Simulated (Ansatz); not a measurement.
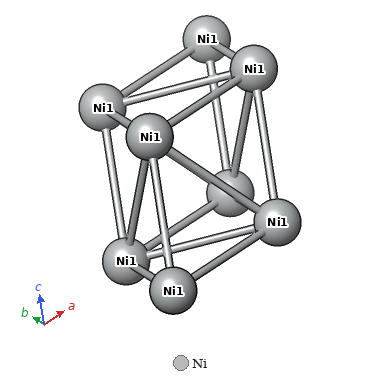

The system is Ni (Fm-3m, No. 225; 1 atom in the cell); the picture shows the reference structure. The energy is mapped over volume and a fixed ferromagnetic moment. Coordinates scanned: (1) volume per atom; (2) total spin moment of the cell, held fixed. Nothing is relaxed (shape and fractional coordinates fixed). The scan uses a 7 × 9 grid. Points are written as (first, second). Energies are in meV/atom, from the lowest grid point. The moment is held fixed and parallel; antiferromagnetic orders weren't tried. The electronic state followed may not be the lowest one. Computed with DFT LDA, scalar-relativistic, plane waves, PAW (Ansatz 0.2.0). Settings: cutoff 520 eV, k-mesh 24×24×24, gaussian smearing 0.15 eV.

Its coordinates:

```
CELL_PARAMETERS angstrom
0.00000 1.71213 1.71213
1.71213 0.00000 1.71213
1.71213 1.71213 0.00000
ATOMIC_POSITIONS crystal
Ni 0.00000 0.00000 0.00000
```

Range: volume per atom from 8.23 to 11.85 Å³; total spin moment of the cell, held fixed from 0.000 to 1.000 μB.

Q: Predict the map.

A: The lowest grid point is at (10.04 Å³, 0.625 μB). No other kind of well shows on this grid. The highest grid point, (8.23 Å³, 1.000 μB), lies 564 meV/atom above the lowest. Round the minimum the two coordinates are weakly coupled (coupling −0.09 in units of the two stiffnesses).

| second ↓, first → | 8.23 | 8.83 | 9.44 | 10.04 | 10.64 | 11.24 | 11.85 |
| --- | --- | --- | --- | --- | --- | --- | --- |
| 1.000 | 564 | 305 | 168 | 118 | 129 | 183 | 267 |
| 0.875 | 472 | 224 | 96 | 54 | 71 | 130 | 219 |
| 0.750 | 413 | 173 | 53 | 15 | 37 | 100 | 193 |
| 0.625 | 383 | 149 | 33 | 0 | 25 | 91 | 186 |
| 0.500 | 376 | 146 | 33 | 3 | 30 | 98 | 194 |
| 0.375 | 384 | 155 | 44 | 14 | 42 | 111 | 208 |
| 0.250 | 390 | 163 | 53 | 24 | 53 | 122 | 220 |
| 0.125 | 395 | 169 | 59 | 30 | 60 | 129 | 227 |
| 0.000 | 397 | 171 | 61 | 32 | 62 | 131 | 229 |

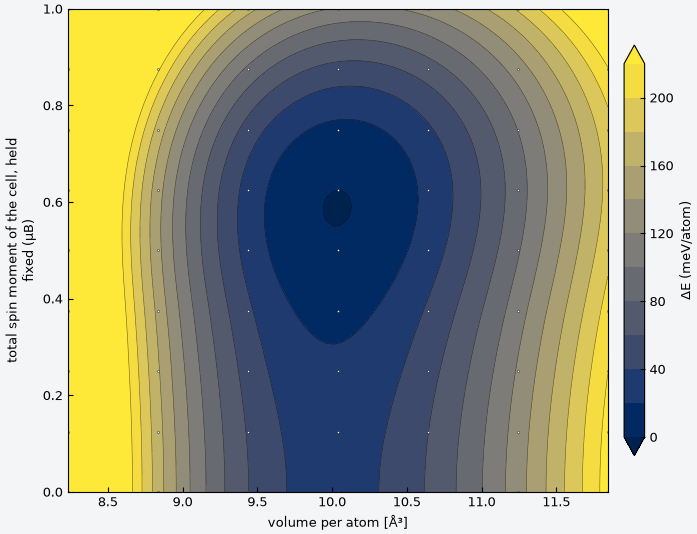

The picture shows filled contours, dots at the grid points, one colour for all values above the top of the scale. Between grid points the surface is interpolated.

The whole map (63 points run) took 23 min on 1 thread of Arm Neoverse N1 (shared host).

PAW datasets: the set soft_1.
